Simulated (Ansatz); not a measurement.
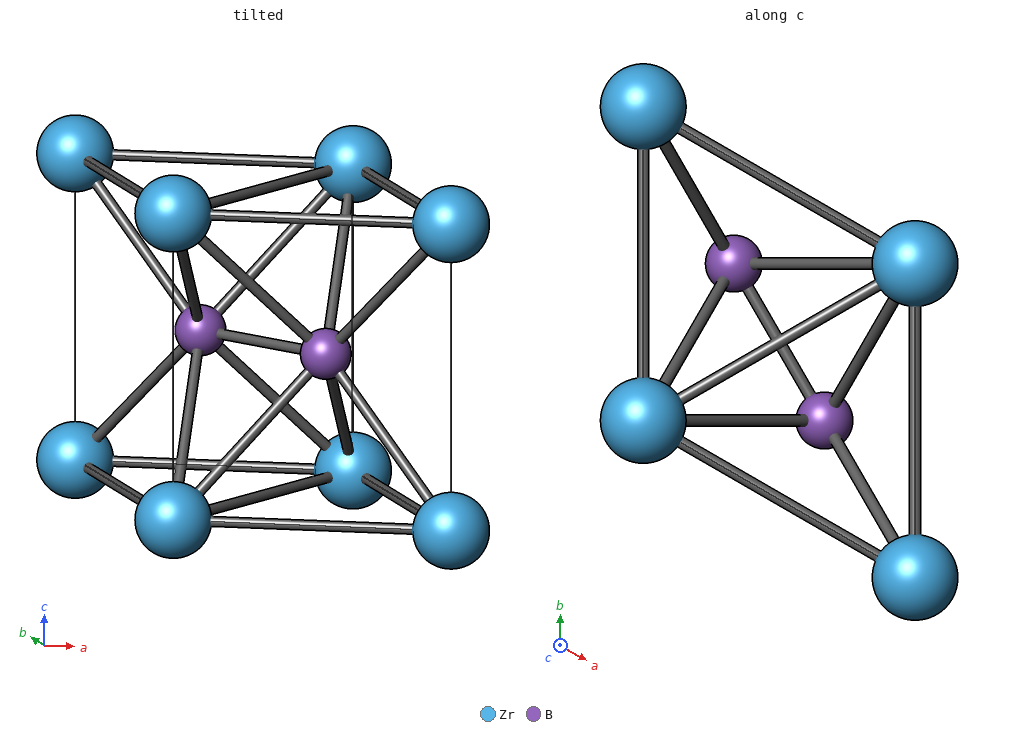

Crystal structure, ball-and-stick style, seen slightly off an axis and along the c axis. The frame is the conventional unit cell; atoms at its boundary are shown with their periodic copies.

ZrB2, AlB₂ type, space group P6/mmm (No. 191), a = 3.171 Å, b = 3.171 Å, c = 3.543 Å, α = 90.00°, β = 90.00°, γ = 120.00°. The cell started as a structure type known for this compound. Earlier steps of the study may have refined or changed the cell and positions. Ansatz was used for an electronic-structure calculation on it.

This one geometry was computed with Ansatz (DFT, plane waves, PAW) at four levels of theory: PBEsol, LDA, r2SCAN and PBE with spin-orbit coupling.

Question: Which level gives the highest pressure at this volume, and what does that say about its equilibrium volume?

Answer: Highest: r2SCAN (0.0 GPa) and PBE with spin-orbit coupling (0.0 GPa), which points to the largest equilibrium volume. Lowest, with the smallest volume: LDA (-9.5 GPa). Levels within 0.5 GPa of each other can't be told apart.

Question: How does the band gap change with the level of theory?

Answer: All levels give a metal.

Question: Collect the results in a table.

Answer:
| level | cutoff (eV) | k-mesh of the run's cell | gap (eV) | pressure (GPa) |
| --- | --- | --- | --- | --- |
| PBEsol | 420 | 12×12×10 | metal | -4.8 |
| LDA | 420 | 12×12×10 | metal | -9.5 |
| r2SCAN | 500 | 12×12×10 | metal | 0.0 |
| PBE with spin-orbit coupling | 420 | 12×12×10 | metal | 0.0 |

Gaps are taken on the k-mesh or band path of each run.
